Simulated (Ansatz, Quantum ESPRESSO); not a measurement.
# Evanescent states of LiBr, rock salt type, lattice constant set to 5.675 Å, part 2 of 3

Wanted: the complex band structure of LiBr, rock salt type, lattice constant set to 5.675 Å, as for a tunnel barrier.

Quantum ESPRESSO 7.5; plane-wave DFT, PBE, GBRV ultrasoft pseudopotentials; cross-check by Ansatz 0.2.0 with PAW datasets.

So far. Step 2 (Self-consistent run): The run needed 8 iterations to bring the estimated error under 1e-09 Ry.

The structure was built from a prototype and need not be the compound's stable phase.

## (3) Complex bands with pwcond.x

Level of this step: complex band structure by pwcond; plane-wave DFT, PBE, GBRV ultrasoft pseudopotentials (Quantum ESPRESSO).

ikind = 0 solves one period of the crystal for all kz, real and complex, at each energy and k across. ewind and epsproj trim the two-dimensional plane-wave basis; nz1 sets the subslabs.

The input, cbs.in:

```
&inputcond
  outdir = './out'
  prefixl = 'scf'
  band_file = 'cbs'
  ikind = 0
  ewind = 4.0
  epsproj = 1e-05
  nz1 = 7
  energy0 = 6.9
  denergy = -0.23
/
4
  0.00000000 0.00000000 1.00000000
  0.50000000 0.00000000 1.00000000
  0.50000000 0.50000000 1.00000000
  0.25000000 0.00000000 1.00000000
40
```

Started as:

```
$ OMP_NUM_THREADS=1 mpirun -n 2 pwcond.x -in cbs.in > cbs.out
```

What it wrote:

```text
[banner, memory and clock lines left out]
Program PWCOND v.7.5 starts

          URL

     ./out/scf.save/

     IMPORTANT: XC functional enforced from input :
     Exchange-correlation= PBE
                           (   1   4   3   4   0   0   0)
     Any further DFT definition will be discarded
     Please, verify this is what you really want

     Reading collected, re-writing distributed wavefunctions

===== INPUT FILE containing the left lead =====

     GEOMETRY:

     lattice parameter (alat)  =       7.5832  a.u.
     the volume                =     616.6862 (a.u.)^3
     the cross section         =      57.5042 (a.u.)^2
     l of the unit cell        =       1.4142 (alat)
     number of atoms/cell      =            4
     number of atomic types    =            2

     crystal axes: (cart. coord. in units of alat)
               a(1) = (  1.0000  0.0000  0.0000 )
               a(2) = (  0.0000  1.0000  0.0000 )
               a(3) = (  0.0000  0.0000  1.4142 )

   Cartesian axes

     site n.     atom                  positions (alat units)
          1        Li     tau(  1)=(  0.0000  0.0000  1.4142  )
          2        Br     tau(  2)=(  0.5000  0.5000  1.4142  )
          3        Li     tau(  3)=(  0.5000  0.5000  0.7071  )
          4        Br     tau(  4)=(  0.0000  0.0000  0.7071  )

     nr1s                      =           32
     nr2s                      =           32
     nr3s                      =           45
     nr1sx                     =           32
     nr2sx                     =           32
     nr3sx                     =           45
     nr1                       =           36
     nr2                       =           36
     nr3                       =           50
     nr1x                      =           36
     nr2x                      =           36
     nr3x                      =           50

 _______________________________
  Radii of nonlocal spheres:

     type       ibeta     ang. mom.          radius (alat units)
       Li         1         0                    0.2659
       Li         2         0                    0.2659
       Li         3         0                    0.2659
       Li         4         1                    0.2659
       Li         5         1                    0.2659
       Br         1         0                    0.2653
       Br         2         0                    0.2653
       Br         3         1                    0.2653
       Br         4         1                    0.2653
       Br         5         2                    0.2653
       Br         6         2                    0.2653
----- General information -----

----- Complex band structure calculation -----

     nrx                       =           32
     nry                       =           32
     nz1                       =            7

     energy0               =         6.9E+00
     denergy               =        -2.3E-01
     nenergy               =         40
     ecut2d                =         4.0E+01
     ewind                 =         4.0E+00
     epsproj               =         1.0E-05

     number of k_|| points=    4
                       cryst. coord.
        k(    1) = (   0.0000000   0.0000000), wk =   0.2500000
        k(    2) = (   0.5000000   0.0000000), wk =   0.2500000
        k(    3) = (   0.5000000   0.5000000), wk =   0.2500000
        k(    4) = (   0.2500000   0.0000000), wk =   0.2500000
----- Information about left lead -----

     nocros                   =           27
     noins                    =           27
     norb                     =           81
     norbf                    =           81
     nrz                      =           45

      iorb      type   ibeta   ang. mom.   m       position (alat)
        1        1       1        0        1   taunew(   1)=(  0.0000  0.0000  0.0000)
        2        1       2        0        1   taunew(   2)=(  0.0000  0.0000  0.0000)
        3        1       3        0        1   taunew(   3)=(  0.0000  0.0000  0.0000)
        4        1       4        1        1   taunew(   4)=(  0.0000  0.0000  0.0000)
        5        1       4        1        2   taunew(   5)=(  0.0000  0.0000  0.0000)
        6        1       4        1        3   taunew(   6)=(  0.0000  0.0000  0.0000)
        7        1       5        1        1   taunew(   7)=(  0.0000  0.0000  0.0000)
        8        1       5        1        2   taunew(   8)=(  0.0000  0.0000  0.0000)
        9        1       5        1        3   taunew(   9)=(  0.0000  0.0000  0.0000)
       10        2       1        0        1   taunew(  10)=(  0.5000  0.5000  0.0000)
       11        2       2        0        1   taunew(  11)=(  0.5000  0.5000  0.0000)
       12        2       3        1        1   taunew(  12)=(  0.5000  0.5000  0.0000)
       13        2       3        1        2   taunew(  13)=(  0.5000  0.5000  0.0000)
       14        2       3        1        3   taunew(  14)=(  0.5000  0.5000  0.0000)
       15        2       4        1        1   taunew(  15)=(  0.5000  0.5000  0.0000)
       16        2       4        1        2   taunew(  16)=(  0.5000  0.5000  0.0000)
       17        2       4        1        3   taunew(  17)=(  0.5000  0.5000  0.0000)
       18        2       5        2        1   taunew(  18)=(  0.5000  0.5000  0.0000)
       19        2       5        2        2   taunew(  19)=(  0.5000  0.5000  0.0000)
       20        2       5        2        3   taunew(  20)=(  0.5000  0.5000  0.0000)
       21        2       5        2        4   taunew(  21)=(  0.5000  0.5000  0.0000)
       22        2       5        2        5   taunew(  22)=(  0.5000  0.5000  0.0000)
       23        2       6        2        1   taunew(  23)=(  0.5000  0.5000  0.0000)
       24        2       6        2        2   taunew(  24)=(  0.5000  0.5000  0.0000)
       25        2       6        2        3   taunew(  25)=(  0.5000  0.5000  0.0000)
       26        2       6        2        4   taunew(  26)=(  0.5000  0.5000  0.0000)
       27        2       6        2        5   taunew(  27)=(  0.5000  0.5000  0.0000)
       28        1       1        0        1   taunew(  28)=(  0.5000  0.5000  0.7071)
       29        1       2        0        1   taunew(  29)=(  0.5000  0.5000  0.7071)
       30        1       3        0        1   taunew(  30)=(  0.5000  0.5000  0.7071)
       31        1       4        1        1   taunew(  31)=(  0.5000  0.5000  0.7071)
       32        1       4        1        2   taunew(  32)=(  0.5000  0.5000  0.7071)
       33        1       4        1        3   taunew(  33)=(  0.5000  0.5000  0.7071)
       34        1       5        1        1   taunew(  34)=(  0.5000  0.5000  0.7071)
       35        1       5        1        2   taunew(  35)=(  0.5000  0.5000  0.7071)
       36        1       5        1        3   taunew(  36)=(  0.5000  0.5000  0.7071)
       37        2       1        0        1   taunew(  37)=(  0.0000  0.0000  0.7071)
       38        2       2        0        1   taunew(  38)=(  0.0000  0.0000  0.7071)
       39        2       3        1        1   taunew(  39)=(  0.0000  0.0000  0.7071)
       40        2       3        1        2   taunew(  40)=(  0.0000  0.0000  0.7071)
       41        2       3        1        3   taunew(  41)=(  0.0000  0.0000  0.7071)
       42        2       4        1        1   taunew(  42)=(  0.0000  0.0000  0.7071)
       43        2       4        1        2   taunew(  43)=(  0.0000  0.0000  0.7071)
       44        2       4        1        3   taunew(  44)=(  0.0000  0.0000  0.7071)
       45        2       5        2        1   taunew(  45)=(  0.0000  0.0000  0.7071)
       46        2       5        2        2   taunew(  46)=(  0.0000  0.0000  0.7071)
       47        2       5        2        3   taunew(  47)=(  0.0000  0.0000  0.7071)
       48        2       5        2        4   taunew(  48)=(  0.0000  0.0000  0.7071)
       49        2       5        2        5   taunew(  49)=(  0.0000  0.0000  0.7071)
       50        2       6        2        1   taunew(  50)=(  0.0000  0.0000  0.7071)
       51        2       6        2        2   taunew(  51)=(  0.0000  0.0000  0.7071)
       52        2       6        2        3   taunew(  52)=(  0.0000  0.0000  0.7071)
       53        2       6        2        4   taunew(  53)=(  0.0000  0.0000  0.7071)
       54        2       6        2        5   taunew(  54)=(  0.0000  0.0000  0.7071)
       55        1       1        0        1   taunew(  55)=(  0.0000  0.0000  1.4142)
       56        1       2        0        1   taunew(  56)=(  0.0000  0.0000  1.4142)
       57        1       3        0        1   taunew(  57)=(  0.0000  0.0000  1.4142)
       58        1       4        1        1   taunew(  58)=(  0.0000  0.0000  1.4142)
       59        1       4        1        2   taunew(  59)=(  0.0000  0.0000  1.4142)
       60        1       4        1        3   taunew(  60)=(  0.0000  0.0000  1.4142)
       61        1       5        1        1   taunew(  61)=(  0.0000  0.0000  1.4142)
       62        1       5        1        2   taunew(  62)=(  0.0000  0.0000  1.4142)
       63        1       5        1        3   taunew(  63)=(  0.0000  0.0000  1.4142)
       64        2       1        0        1   taunew(  64)=(  0.5000  0.5000  1.4142)
       65        2       2        0        1   taunew(  65)=(  0.5000  0.5000  1.4142)
       66        2       3        1        1   taunew(  66)=(  0.5000  0.5000  1.4142)
       67        2       3        1        2   taunew(  67)=(  0.5000  0.5000  1.4142)
       68        2       3        1        3   taunew(  68)=(  0.5000  0.5000  1.4142)
       69        2       4        1        1   taunew(  69)=(  0.5000  0.5000  1.4142)
       70        2       4        1        2   taunew(  70)=(  0.5000  0.5000  1.4142)
       71        2       4        1        3   taunew(  71)=(  0.5000  0.5000  1.4142)
       72        2       5        2        1   taunew(  72)=(  0.5000  0.5000  1.4142)
       73        2       5        2        2   taunew(  73)=(  0.5000  0.5000  1.4142)
       74        2       5        2        3   taunew(  74)=(  0.5000  0.5000  1.4142)
       75        2       5        2        4   taunew(  75)=(  0.5000  0.5000  1.4142)
       76        2       5        2        5   taunew(  76)=(  0.5000  0.5000  1.4142)
       77        2       6        2        1   taunew(  77)=(  0.5000  0.5000  1.4142)
       78        2       6        2        2   taunew(  78)=(  0.5000  0.5000  1.4142)
       79        2       6        2        3   taunew(  79)=(  0.5000  0.5000  1.4142)
       80        2       6        2        4   taunew(  80)=(  0.5000  0.5000  1.4142)
       81        2       6        2        5   taunew(  81)=(  0.5000  0.5000  1.4142)
 ngper, shell number =          185          28
 ngper, n2d =          185         109
---  E-Ef =    6.9000000  k =    0.0000000   0.0000000
---  ie =          1  ik =          1
 Nchannels of the left tip =            0
 Right moving states:
   k1(2pi/a)   k2(2pi/a)   E-Ef (eV)
 Left moving states:
   k1(2pi/a)   k2(2pi/a)   E-Ef (eV)

---  E-Ef =    6.6700000  k =    0.0000000   0.0000000
---  ie =          2  ik =          1
 Nchannels of the left tip =            2
 Right moving states:
   k1(2pi/a)   k2(2pi/a)   E-Ef (eV)
   0.3684923  -0.0000000   6.6700000
   0.4891029  -0.0000000   6.6700000
 Left moving states:
   k1(2pi/a)   k2(2pi/a)   E-Ef (eV)
  -0.3684923  -0.0000000   6.6700000
  -0.4891029   0.0000000   6.6700000
[... further energies and points left out ...]
---  E-Ef =   -1.8400000  k =    0.2500000   0.0000000
---  ie =         39  ik =          4
 Nchannels of the left tip =            1
 Right moving states:
   k1(2pi/a)   k2(2pi/a)   E-Ef (eV)
  -0.4173591   0.0000000  -1.8400000
 Left moving states:
   k1(2pi/a)   k2(2pi/a)   E-Ef (eV)
   0.4173591   0.0000000  -1.8400000

---  E-Ef =   -2.0700000  k =    0.2500000   0.0000000
---  ie =         40  ik =          4
 Nchannels of the left tip =            1
 Right moving states:
   k1(2pi/a)   k2(2pi/a)   E-Ef (eV)
   0.4359601   0.0000000  -2.0700000
 Left moving states:
   k1(2pi/a)   k2(2pi/a)   E-Ef (eV)
  -0.4359601  -0.0000000  -2.0700000

Note: The following floating-point exceptions are signalling: IEEE_UNDERFLOW_FLAG
Note: The following floating-point exceptions are signalling: IEEE_UNDERFLOW_FLAG
```

Run time: 2.2 min. Hardware: 2 MPI ranks of Arm Neoverse V2, shared host; peak memory 0.14 GiB; 4.4 min of CPU time.

Read from the output:

| Item | Value |
| --- | --- |
| peak of the smallest κ at the zone centre | 0.357 Å⁻¹ |
| energy of the peak at the zone centre | 2.07 eV |
| peak of the smallest κ at (1/2, 0) | 0.4 Å⁻¹ |
| peak of the smallest κ at (1/2, 1/2) | 0.542 Å⁻¹ |
| peak of the smallest κ at (1/4, 0) | 0.45 Å⁻¹ |

K across = (0, 0) in the cell's reciprocal vectors; values within 0.0025 1/Å of each other count once, columns are sorted by size at each energy, a dash where no further value was kept. Im kz of the slowest decaying states against energy, zero at the highest filled level of the SCF mesh:

| energy (eV) | decay 1 (Å⁻¹) | decay 2 (Å⁻¹) | decay 3 (Å⁻¹) |
| --- | --- | --- | --- |
| -2.07 | 0.733 | 1.43 | 1.59 |
| -1.61 | 0.578 | 1.40 | 1.55 |
| -0.92 | 1.35 | 1.49 | 1.68 |
| -0.46 | 1.32 | 1.45 | 1.65 |
| 0.00 | 0.028 | 0.044 | 1.29 |
| 0.46 | 0.235 | 0.413 | 1.25 |
| 1.15 | 0.326 | 0.582 | 1.21 |
| 1.61 | 0.35 | 0.647 | 1.18 |
| 2.07 | 0.357 | 0.692 | 1.15 |
| 2.76 | 0.34 | 0.739 | 1.10 |
| 3.22 | 0.311 | 0.761 | 1.05 |
| 3.68 | 0.264 | 0.779 | 0.889 |
| 4.37 | 0.131 | 0.701 | 0.799 |
| 4.83 | 0.586 | 0.814 | 0.817 |
| 5.29 | 0.461 | 0.737 | 0.836 |
| 5.75 | 0.3 | 0.645 | 0.891 |
| 6.44 | 0.475 | 0.836 | 1.26 |
| 6.90 | 0.068 | 0.312 | 0.795 |

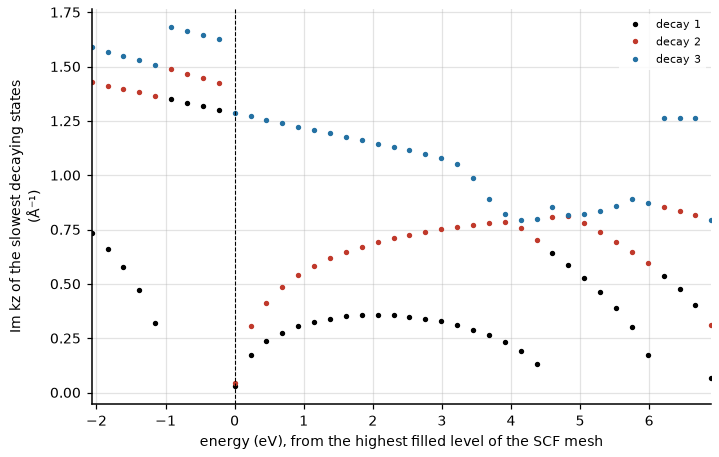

Im kz of the slowest decaying states, plotted against energy.

K across = (0, 0) in the cell's reciprocal vectors. The Re kz of states that move upwards by energy, zero at the highest filled level of the SCF mesh:

```
energy (eV)  channel 1 (Å⁻¹)  channel 2 (Å⁻¹)  channel 3 (Å⁻¹)
      -2.07            0.323                -                -
      -0.92           -0.413            0.172            0.172
       0.00                -                -                -
       0.92                -                -                -
       2.07                -                -                -
       2.99                -                -                -
       3.91                -                -                -
       5.06            0.223                -                -
       5.98            0.404                -                -
```

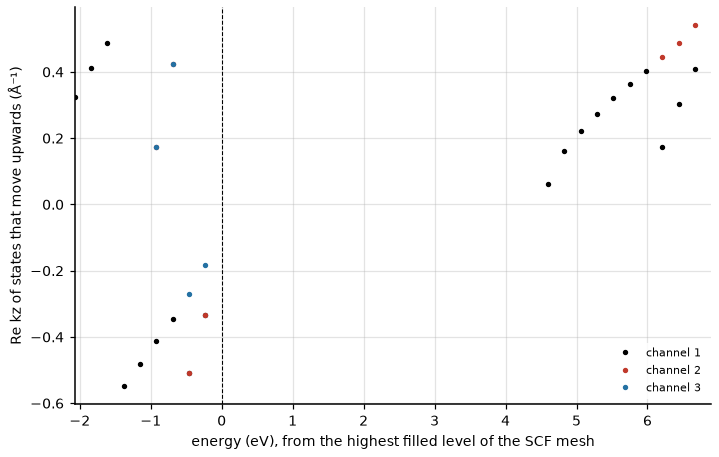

Re kz of states that move upwards against energy.

K across = (1/2, 0) in the cell's reciprocal vectors; values within 0.0025 1/Å of each other count once, columns are sorted by size at each energy, a dash where no further value was kept. Im kz of the slowest decaying states against energy, zero at the highest filled level of the SCF mesh:

```
energy (eV)  decay 1 (Å⁻¹)  decay 2 (Å⁻¹)  decay 3 (Å⁻¹)
      -2.07           1.17           1.43           2.14
      -0.92          0.911           1.38           2.06
       0.00          0.176          0.655           1.33
       0.92           0.34          0.862           1.28
       2.07          0.397          0.885           1.21
       2.99          0.393           0.86           1.15
       3.91          0.353          0.811           1.09
       5.06          0.223          0.723           1.01
       5.98          0.627           0.95           1.54
```

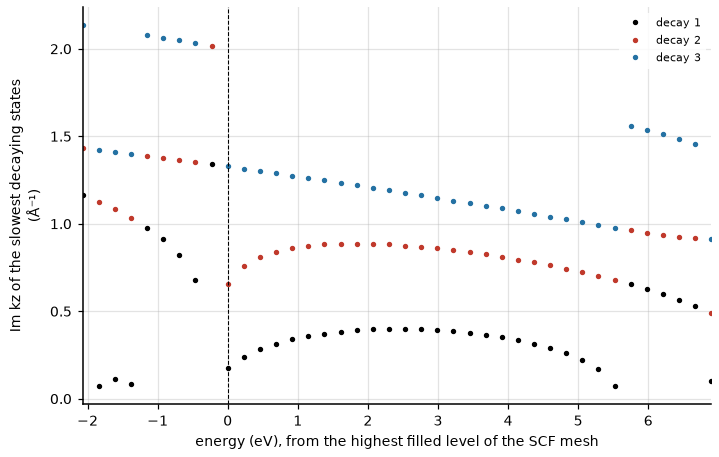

Im kz of the slowest decaying states, plotted against energy.

K across = (1/2, 1/2) in the cell's reciprocal vectors; values within 0.0025 1/Å of each other count once, columns are sorted by size at each energy, a dash where no further value was kept. Im kz of the slowest decaying states against energy, zero at the highest filled level of the SCF mesh:

```
energy (eV)  decay 1 (Å⁻¹)  decay 2 (Å⁻¹)  decay 3 (Å⁻¹)
      -2.07           1.37           1.92              -
      -1.38           1.03           1.47           1.87
      -0.69          0.248           0.75           1.61
       0.00          0.412          0.838           1.65
       0.69          0.487          0.827           1.67
       1.38          0.525          0.792           1.67
       2.07          0.541          0.744           1.61
       2.76           0.54          0.687           1.55
       3.45          0.527          0.618           1.49
       4.14          0.502          0.537           1.42
       4.83          0.436          0.463           1.36
       5.52          0.297          0.408           1.28
       6.21           0.33           1.21           1.53
       6.90          0.199           1.13           1.50
```

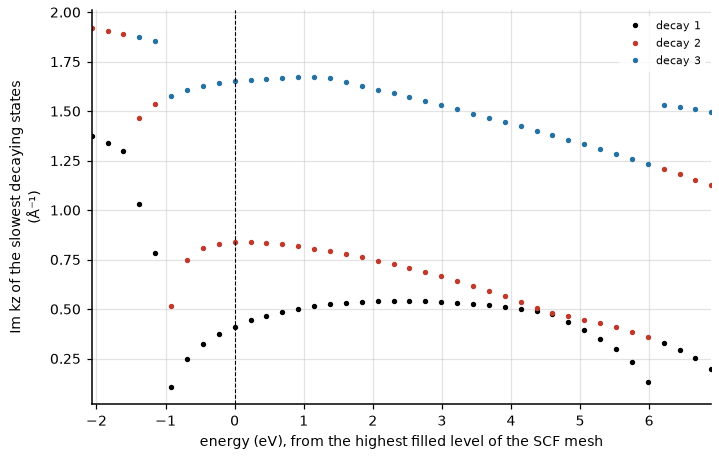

Im kz of the slowest decaying states, plotted against energy.

K across = (1/4, 0) in the cell's reciprocal vectors; values within 0.0025 1/Å of each other count once, columns are sorted by size at each energy, a dash where no further value was kept. Im kz of the slowest decaying states against energy, zero at the highest filled level of the SCF mesh:

| energy (eV) | decay 1 (Å⁻¹) | decay 2 (Å⁻¹) | decay 3 (Å⁻¹) |
| --- | --- | --- | --- |
| -2.07 | 0.123 | 0.848 | 1.44 |
| -1.61 | 0.055 | 0.715 | 1.41 |
| -0.92 | 0.078 | 0.363 | 1.38 |
| -0.46 | 0.1 | 1.35 | 1.37 |
| 0.00 | 0.082 | 0.147 | 1.32 |
| 0.46 | 0.297 | 0.505 | 1.26 |
| 1.15 | 0.391 | 0.732 | 1.15 |
| 1.61 | 0.424 | 0.866 | 1.04 |
| 2.07 | 0.442 | 0.95 | 1.2 |
| 2.76 | 0.45 | 0.935 | 1.16 |
| 3.22 | 0.444 | 0.918 | 1.12 |
| 3.68 | 0.429 | 0.896 | 1.09 |
| 4.37 | 0.386 | 0.856 | 1.07 |
| 4.83 | 0.339 | 0.825 | 0.838 |
| 5.29 | 0.26 | 0.689 | 0.789 |
| 5.75 | 0.153 | 0.542 | 0.749 |
| 6.44 | 0.219 | 0.323 | 0.679 |
| 6.90 | 0.122 | 0.342 | 0.624 |

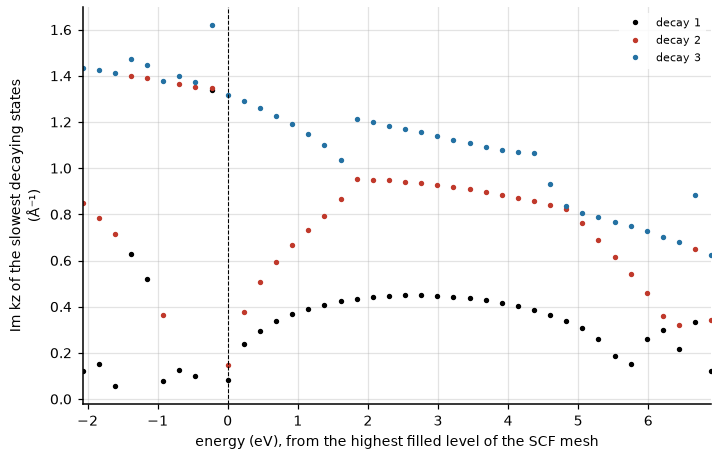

Im kz of the slowest decaying states against energy.

(Continued in part 3 of 3.)

[Logs are printed without paths, hosts, clocks, repeated set-up lines and the standing remarks that a program may print on its own settings, such as how far it seeks lower states.]

[Hosts, paths, dates, database ids (printed as entryN), source tags and the programs' standing remarks are cut or masked in the printed files.]

[Maps of the electrostatic potential energy from Ansatz leave out the sawtooth potential of an applied field or a dipole correction, so their vacuum need not be flat; planar profiles and work functions include it.]
